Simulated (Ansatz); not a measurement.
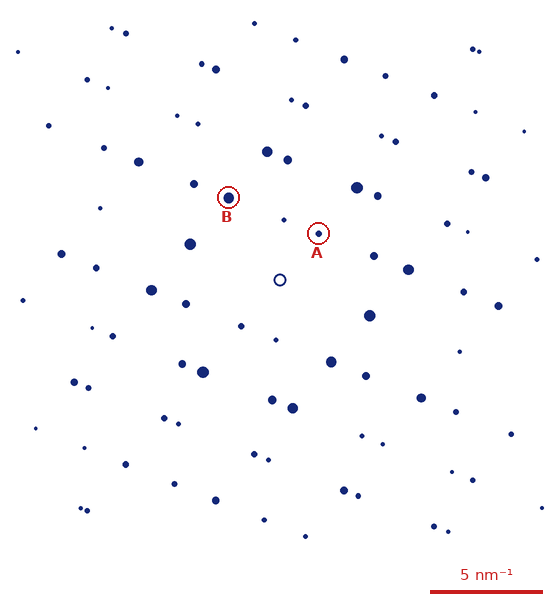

Kinematic zone-axis pattern, calculated for 100 keV electrons with B = 1 Å². Two individuals of a reflection twin are superposed (a geometric construction: whether this twin forms is not tested; the second individual is smaller and so fainter). Crystal: Co, space group Cmcm (No. 63), a = 2.42 Å, b = 7.40 Å, c = 2.43 Å, zone axis [001]. Structure: coordinates from a relaxation with DFT, PBE, plane waves (420 eV) with PAW, scalar-relativistic in Ansatz 0.2.0; the starting structure was generated, so it need not be a known form of this composition.

In the first individual spot A is 0 -2 0 and spot B is 1 -1 0.

> Find the twin plane.

(110). The spot positions of the combined pattern are mirror-symmetric about the row through 1 1 0 (d = 2.298 Å), which both individuals share, while a single individual has only symmetry 2mm without that mirror line. Friedel's law adds a mirror line at right angles, along which no low-index reflection lies.

> Which other reflections coincide?

Within the frame only the reflections of the common row coincide.
